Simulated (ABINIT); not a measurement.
**Geometry relaxation of Ge (part 1 of 3)**

Ge (Cmmm, 1 atom in the cell), computed with Kohn-Sham DFT of a periodic cell, PBE with D3(BJ), JTH PAW PBE v2.0, no spin polarisation (ABINIT 10.8.3).

The structure derives from a Materials Project entry.

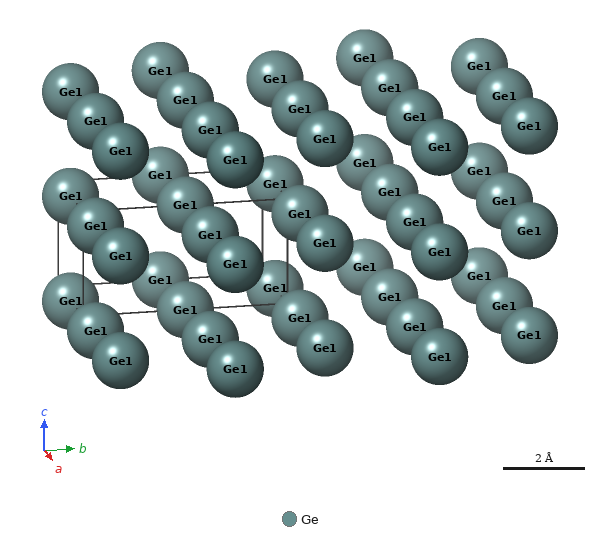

The structure as given in the input (spheres-only view of the cell 2 times as large as that of the calculation, set on its symmetry axes, repeated 3 × 2 × 2, seen slightly off an axis; atoms are numbered from 1 in the order of the input). An atom can appear more than once, as a periodic image.

**Input file**
```
# Pseudopotentials
pp_dirpath "./"
pseudos "Ge.GGA_PBE-JTH.xml"

# Structure
acell 2.952068562 2.952068562 2.698231 Angstrom
rprim
     0.4732779645    -0.8809131446     0.0000000000
     0.4732779645     0.8809131446     0.0000000000
     0.0000000000     0.0000000000     1.0000000000
ntypat 1
znucl 32
natom 1
typat 1
xcart
     2.6402289653     0.0000000000     0.0000000000
chkprim 0
chksymtnons 0
tolsym 1.0e-6

# Plane-wave basis
ecut 22.0
pawecutdg 44.0
pawxcdev 0

# k points
kptopt 1
ngkpt 11 11 10
nshiftk 1
shiftk 0.0 0.0 0.0

# Exchange and correlation
ixc 11
vdw_xc 7

# Bands and occupations
nband 11
occopt 3
tsmear 0.05 eV

# SCF cycle
nstep 100
tolvrs 1.0e-9

# Output
iomode 3
prtwf 0
prtden 0
prteig 0
prtebands 0

# Relaxation
ionmov 22
ntime 60
tolmxf 0.0005
optcell 2
dilatmx 1.08
ecutsm 0.5
```

Run as:
```bash
abinit run.abi > log 2>&1
```

**Log**
```
.Version 10.8.3 of ABINIT
 Symmetries : space group Cm m m (# 65); Bravais oC (1-face-center ortho.)
================================================================================
 Values of the parameters that define the memory need of the present run
     intxc =       0    ionmov =      22      iscf =      17    lmnmax =      18
     lnmax =       6     mgfft =      27  mpssoang =       3    mqgrid =    3001
     natom =       1  nloc_mem =       2    nspden =       1   nspinor =       1
    nsppol =       1      nsym =       8    n1xccc =       1    ntypat =       1
    occopt =       3   xclevel =       2
       mpw =         834          nfft =       17496          nkpt =         216
 PAW method is used; the additional fine FFT grid is defined by:
   mgfftf=        36    nfftf =     46656
================================================================================
================================================================================

--------------------------------------------------------------------------------
------------- Echo of variables that govern the present computation ------------
--------------------------------------------------------------------------------
 -outvars: echo values of preprocessed input variables --------
            acell      5.5786010871E+00  5.5786010871E+00  5.0989176144E+00 Bohr
              amu      7.26100000E+01
          chkprim           0
      chksymtnons           0
          dilatmx      1.08000000E+00
             ecut      2.20000000E+01 Hartree
           ecutsm      5.00000000E-01 Hartree
           ionmov          22
                       outvar_i_n : Printing only first  50 k-points.
              ixc          11
                       outvar_i_n : Printing only first  50 k-points.
         kptrlatt       11    0    0      0   11    0      0    0   10
          kptrlen      5.09891761E+01
            natom           1
            nband          11
            ngfft          27      27      24
          ngfftdg          36      36      36
             nkpt         216
            nstep         100
             nsym           8
            ntime          60
           ntypat           1
                       prtocc : prtvol=0, do not print more k-points.
           occopt           3
          optcell           2
        pawecutdg      4.40000000E+01 Hartree
         pawxcdev           0
           prtden           0
        prtebands           0
           prteig           0
            prtwf           0
            rprim      4.7327796450E-01 -8.8091314460E-01  0.0000000000E+00
                       4.7327796450E-01  8.8091314460E-01  0.0000000000E+00
                       0.0000000000E+00  0.0000000000E+00  1.0000000000E+00
          spgroup          65
           tolmxf      5.00000000E-04
           tolsym      1.00000000E-06
           tolvrs      1.00000000E-09
           tsmear      1.83746611E-03 Hartree
            typat      1
           useylm           1
           vdw_xc           7
                       outvars : Printing only first  50 k-points.
           xangst      1.3971489991E+00 -1.9856811182E-17  0.0000000000E+00
            xcart      2.6402289653E+00 -3.7523934868E-17  0.0000000000E+00
             xred      4.9999999963E-01  4.9999999963E-01  0.0000000000E+00
            znucl       32.00000

================================================================================

 chkinp: Checking input parameters for consistency.

================================================================================
== DATASET  1 ==================================================================

--- !DatasetInfo
iteration_state: {dtset: 1, }
dimensions: {natom: 1, nkpt: 216, mband: 11, nsppol: 1, nspinor: 1, nspden: 1, mpw: 834, }
cutoff_energies: {ecut:  22.0, pawecutdg:  44.0, }
electrons: {nelect:   1.40000000E+01, charge:   0.00000000E+00, occopt:   3.00000000E+00, tsmear:   1.83746611E-03, }
meta: {optdriver: 0, ionmov: 22, optcell: 2, iscf: 17, paral_kgb: 0, }
...

 Exchange-correlation functional for the present dataset will be:
  GGA: Perdew-Burke-Ernzerhof functional - ixc=11
  J.P.Perdew, K.Burke, M.Ernzerhof, PRL 77, 3865 (1996)

 Real(R)+Recip(G) space primitive vectors, cartesian coordinates (Bohr,Bohr^-1):
 R(1)=  2.6402290 -4.9142630  0.0000000  G(1)=  0.1893775 -0.1017447  0.0000000
 R(2)=  2.6402290  4.9142630  0.0000000  G(2)=  0.1893775  0.1017447  0.0000000
 R(3)=  0.0000000  0.0000000  5.0989176  G(3)=  0.0000000  0.0000000  0.1961201
 Unit cell volume ucvol=  1.3231466E+02 bohr^3
 Angles (23,13,12)=  9.00000000E+01  9.00000000E+01  1.23505425E+02 degrees

 Coarse grid specifications (used for wave-functions):

 getcut: wavevector=  0.0000  0.0000  0.0000  ngfft=  27  27  24
         ecut(hartree)=     25.661   => boxcut(ratio)=   2.04411

 Fine grid specifications (used for densities):

 getcut: wavevector=  0.0000  0.0000  0.0000  ngfft=  36  36  36
         ecut(hartree)=     51.322   => boxcut(ratio)=   2.00109

--- Pseudopotential description ------------------------------------------------
- pspini: atom type   1  psp file is ./Ge.GGA_PBE-JTH.xml
 Pseudopotential format is: paw10
 basis_size (lnmax)=  6 (lmn_size= 18), orbitals=   0   0   1   1   2   2
 Spheres core radius: rc_sph= 2.30476891
 Shapefunction is SIN type: shapef(r)=[sin(pi*r/rshp)/(pi*r/rshp)]**2
 Radius for shape functions =  1.99988291
 Compensation charge density is not taken into account in XC energy/potential

   2.83683711E+02                                ecore*ucvol(ha*bohr**3)
--------------------------------------------------------------------------------

================================================================================

=== [ionmov=22] Limited-memory Broyden-Fletcher-Goldfarb-Shanno method
================================================================================

--- Iteration: ( 1/60) Internal Cycle: (1/1)
--------------------------------------------------------------------------------

---SELF-CONSISTENT-FIELD CONVERGENCE--------------------------------------------

--- !BeginCycle
iteration_state: {dtset: 1, itime: 1, icycle: 1, }
solver: {iscf: 17, nstep: 100, nline: 4, wfoptalg: 10, }
tolerances: {tolvrs: 1.00E-09, }
...

     iter   Etot(hartree)      deltaE(h)  residm     nres2
 ETOT  1  -95.259259735383    -9.526E+01 3.876E+00 9.017E-01
 ETOT  2  -95.583239322379    -3.240E-01 2.827E-01 8.433E-02
 ETOT  3  -95.583012764557     2.266E-04 1.911E-01 1.922E-02
 ETOT  4  -95.582984060654     2.870E-05 1.812E-02 3.121E-03
 ETOT  5  -95.582971762944     1.230E-05 1.784E-02 2.895E-04
 ETOT  6  -95.582972477062    -7.141E-07 3.676E-03 5.361E-05
 ETOT  7  -95.582972440142     3.692E-08 3.148E-03 2.053E-06
 ETOT  8  -95.582972529036    -8.889E-08 5.760E-04 8.036E-07
 ETOT  9  -95.582972521458     7.578E-09 7.456E-04 6.599E-09
 ETOT 10  -95.582972522193    -7.348E-10 3.609E-04 8.070E-09
 ETOT 11  -95.582972522137     5.582E-11 3.302E-04 1.862E-09
 ETOT 12  -95.582972522114     2.362E-11 1.936E-04 7.254E-11

 At SCF step   12       nres2   =  7.25E-11 < tolvrs=  1.00E-09 =>converged.

 Cartesian components of stress tensor (hartree/bohr^3)
  sigma(1 1)=  5.35582685E-05  sigma(3 2)=  0.00000000E+00
  sigma(2 2)=  1.71152466E-04  sigma(3 1)=  0.00000000E+00
  sigma(3 3)=  9.15369208E-05  sigma(2 1)=  0.00000000E+00

--- !ResultsGS
iteration_state: {dtset: 1, itime: 1, icycle: 1, }
comment   : Summary of ground state results
lattice_vectors:
- [  2.6402290,  -4.9142630,   0.0000000, ]
- [  2.6402290,   4.9142630,   0.0000000, ]
- [  0.0000000,   0.0000000,   5.0989176, ]
lattice_lengths: [   5.57860,    5.57860,    5.09892, ]
lattice_angles: [ 90.000,  90.000, 123.505, ] # degrees, (23, 13, 12)
lattice_volume:   1.3231466E+02
convergence: {deltae:  2.362E-11, res2:  7.254E-11, residm:  1.936E-04, diffor: null, }
etotal    :  -9.55829725E+01
entropy   :   0.00000000E+00
fermie    :   3.10817859E-01
cartesian_stress_tensor: # hartree/bohr^3
- [  5.35582685E-05,   0.00000000E+00,   0.00000000E+00, ]
- [  0.00000000E+00,   1.71152466E-04,   0.00000000E+00, ]
- [  0.00000000E+00,   0.00000000E+00,   9.15369208E-05, ]
pressure_GPa:  -3.1014E+00
xred      :
- [  5.0000E-01,   5.0000E-01,   0.0000E+00, Ge]
cartesian_forces: # hartree/bohr
- [ -0.00000000E+00,  -0.00000000E+00,  -0.00000000E+00, ]
force_length_stats: {min:   0.00000000E+00, max:   0.00000000E+00, mean:   0.00000000E+00, }
...

 Integrated electronic density in atomic spheres:
 ------------------------------------------------
 Atom  Sphere_radius  Integrated_density
    1        2.30477         12.19533352

---OUTPUT-----------------------------------------------------------------------

 Cartesian coordinates (xcart) [bohr]
  2.64022896530000E+00 -3.75239348682389E-17  0.00000000000000E+00
 Reduced coordinates (xred)
  4.99999999630363E-01  4.99999999630363E-01  0.00000000000000E+00
 Cartesian forces (fcart) [Ha/bohr]; max,rms= 0.00000E+00 0.00000E+00 (free atoms)
 -0.00000000000000E+00 -0.00000000000000E+00 -0.00000000000000E+00
 Gradient of E wrt nuclear positions in reduced coordinates (gred)
 -0.00000000000000E+00  0.00000000000000E+00  0.00000000000000E+00
 Scale of Primitive Cell (acell) [bohr]
  5.57860108708242E+00  5.57860108708242E+00  5.09891761443428E+00
 Real space primitive translations (rprimd) [bohr]
  2.64022896725185E+00 -4.91426302609075E+00  0.00000000000000E+00
  2.64022896725185E+00  4.91426302609075E+00  0.00000000000000E+00
  0.00000000000000E+00  0.00000000000000E+00  5.09891761443428E+00
 Unitary Cell Volume (ucvol) [Bohr^3]=  1.32314664432329E+02
 Angles (23,13,12)= [degrees]
  9.00000000000000E+01  9.00000000000000E+01  1.23505424867089E+02
 Lengths [Bohr]
  5.57860108711121E+00  5.57860108711121E+00  5.09891761443428E+00
 Stress tensor in cartesian coordinates (strten) [Ha/bohr^3]
  5.35582684653042E-05  0.00000000000000E+00  0.00000000000000E+00
  0.00000000000000E+00  1.71152466191177E-04  0.00000000000000E+00
  0.00000000000000E+00  0.00000000000000E+00  9.15369208399838E-05
 Total energy (etotal) [Ha]= -9.55829725221135E+01

--- Iteration: ( 2/60) Internal Cycle: (1/1)
--------------------------------------------------------------------------------

---SELF-CONSISTENT-FIELD CONVERGENCE--------------------------------------------

--- !BeginCycle
iteration_state: {dtset: 1, itime: 2, icycle: 1, }
solver: {iscf: 17, nstep: 100, nline: 4, wfoptalg: 10, }
tolerances: {tolvrs: 1.00E-09, }
...

     iter   Etot(hartree)      deltaE(h)  residm     nres2
 ETOT  1  -95.583616189188    -9.558E+01 1.297E+04 1.869E-01
 ETOT  2  -95.583205774711     4.104E-04 1.643E+00 1.593E-02
 ETOT  3  -95.583139292354     6.648E-05 1.366E+00 3.274E-03
 ETOT  4  -95.583121580735     1.771E-05 1.097E+00 2.749E-04
 ETOT  5  -95.583120392808     1.188E-06 5.746E-01 2.474E-05
 ETOT  6  -95.583120435332    -4.252E-08 1.235E-02 3.161E-06
 ETOT  7  -95.583120429581     5.751E-09 6.974E-03 1.770E-07
 ETOT  8  -95.583120429577     3.610E-12 1.167E-04 3.727E-08
 ETOT  9  -95.583120429532     4.522E-11 1.769E-04 2.338E-09
 ETOT 10  -95.583120429530     1.961E-12 1.630E-05 2.745E-10

 At SCF step   10       nres2   =  2.75E-10 < tolvrs=  1.00E-09 =>converged.

 Cartesian components of stress tensor (hartree/bohr^3)
  sigma(1 1)=  3.80008730E-05  sigma(3 2)=  0.00000000E+00
  sigma(2 2)=  1.48920106E-04  sigma(3 1)=  0.00000000E+00
  sigma(3 3)=  7.16593796E-05  sigma(2 1)=  0.00000000E+00

--- !ResultsGS
iteration_state: {dtset: 1, itime: 2, icycle: 1, }
comment   : Summary of ground state results
lattice_vectors:
- [  2.6359868,  -4.8890304,   0.0000000, ]
- [  2.6359868,   4.8890304,   0.0000000, ]
- [  0.0000000,   0.0000000,   5.0849154, ]
lattice_lengths: [   5.55437,    5.55437,    5.08492, ]
lattice_angles: [ 90.000,  90.000, 123.336, ] # degrees, (23, 13, 12)
lattice_volume:   1.3106288E+02
convergence: {deltae:  1.961E-12, res2:  2.745E-10, residm:  1.630E-05, diffor: null, }
etotal    :  -9.55831204E+01
entropy   :   0.00000000E+00
fermie    :   3.15326199E-01
cartesian_stress_tensor: # hartree/bohr^3
- [  3.80008730E-05,   0.00000000E+00,   0.00000000E+00, ]
- [  0.00000000E+00,   1.48920106E-04,   0.00000000E+00, ]
- [  0.00000000E+00,   0.00000000E+00,   7.16593796E-05, ]
pressure_GPa:  -2.5359E+00
xred      :
- [  5.0000E-01,   5.0000E-01,   0.0000E+00, Ge]
cartesian_forces: # hartree/bohr
- [ -0.00000000E+00,  -0.00000000E+00,  -0.00000000E+00, ]
force_length_stats: {min:   0.00000000E+00, max:   0.00000000E+00, mean:   0.00000000E+00, }
...

 Integrated electronic density in atomic spheres:
 ------------------------------------------------
 Atom  Sphere_radius  Integrated_density
    1        2.30477         12.20202758

---OUTPUT-----------------------------------------------------------------------
```
